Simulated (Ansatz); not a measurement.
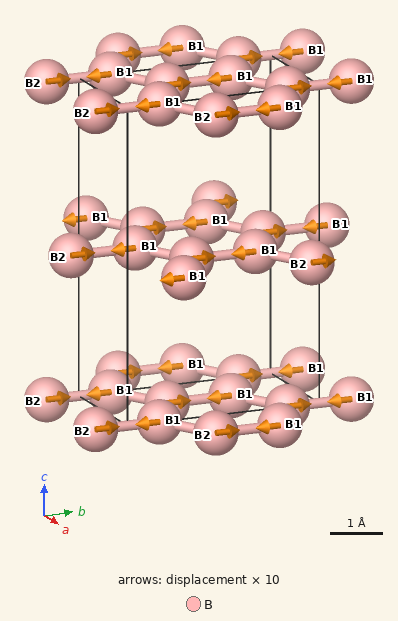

This is a relaxation of crystalline B (built on the C_69 type) (coarse preliminary run). The starting structure is drawn; orange arrows show the displacements (the part carried along by the change of the cell is left out), 10 times their true length.

Style: ball-and-stick. Shown: the conventional cell (4 times the calculation's cell), slightly off an axis. Lengths and directions refer to the drawn axes.

Case: C type (Fmmm, No. 69).

Level of theory: DFT PBE, scalar-relativistic, plane waves, PAW in Ansatz. (plane-wave cutoff 420 eV; k-point mesh 8 × 8 × 8; occupations gaussian; smearing width 0.1 eV; no spin polarisation; cell and atoms relaxed; force threshold 0.04 eV/Å; at most 70 steps)

Question: What happened in the run?

Answer: The largest moves relative to the cell, 0.052 Å, are those of B1 and B2. B1 goes along −b. Cell: a 2.335 → 2.951 Å (+26.4 %), b 4.044 → 5.408 Å (+33.7 %), c 6.365 → 3.382 Å (−46.9 %). Volume −10.2 %. Near-neighbour distances that change, for instance: B1–B2 3.253 → 1.967 Å, B1–B1 3.390 → 2.244 Å, B1–B1 (another image) 2.335 → 3.080 Å, B1–B1 (another image) 2.335 → 2.951 Å. Among the angles between lasting bonds that change: B2–B1–B2 120.0° → 111.5°, B2–B1–B2 120.0° → 124.3°. The space group stays Fmmm (No. 69). The energy falls by 3187 meV per atom in 19 accepted moves (21 points after the start). The largest force component goes from 0.055 to 0.0071 eV/Å. Pressure: 182.30 GPa at the start and 0.04 GPa at the end. The SCF was repeated twice at an unchanged geometry on a basis and grid sized afresh for the cell, which shifted the energy by 51.6 meV per atom at most.
